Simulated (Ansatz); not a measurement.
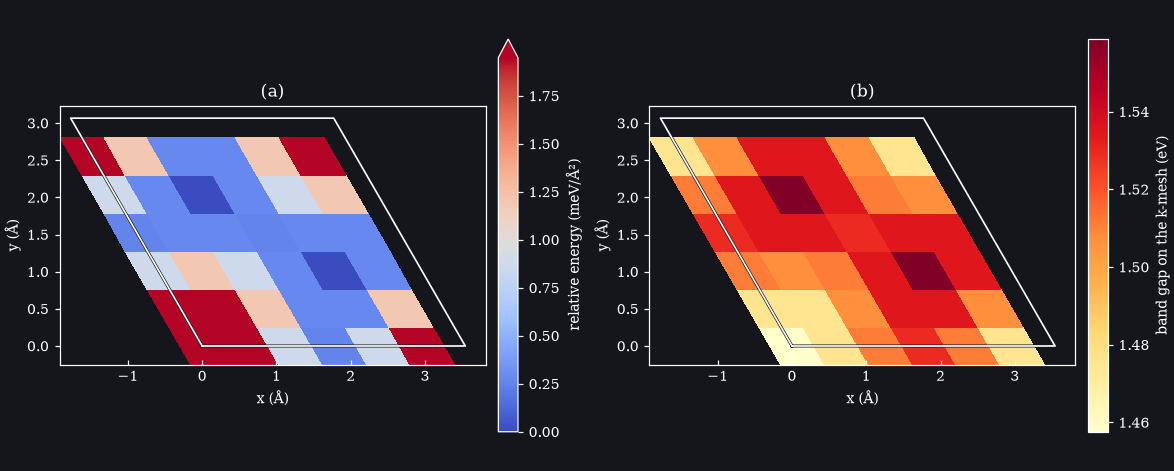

A bilayer of two PtS₂ sheets (1T type), the upper one turned by 180 degrees about the normal (6 atoms in the cell). The upper layer of a bilayer is slid over the lower one; relaxed at each slide: nothing; the origin of the map has S4 above S3; the distance between the facing planes is held at 3.64 Å. Places are given modulo a cell vector. The map is drawn in real space over the plane of the slide. The scan uses a 6 × 6 grid; 7 points were computed and 29 follow by symmetry. Energies are in meV/Å², from the lowest grid point. At a held distance the lowest stacking need not be the one that binds best once the distance relaxes. Theory: DFT PBE+D3(BJ), scalar-relativistic, plane waves, PAW in Ansatz. Settings: cutoff 420 eV, k-mesh 9×9×1, gaussian smearing 0.05 eV, no spin polarisation.

Panel (a) is the energy; panel (b) is the computed band gap on the k-mesh, in eV.

In the figure: one coloured cell a grid point, the outline of one cell of the plane, one colour for all values above the top of the scale.

How does the band gap on the k-mesh vary over the map, and what is it at the lowest grid point?

Answer. It runs from 1.46 eV at (0/6, 0/6) of the cell vectors to 1.56 eV at (2/6, 4/6) of the cell vectors. At the lowest grid point, (2/6, 4/6) of the cell vectors, it is 1.56 eV.

PAW datasets: the set soft_1.
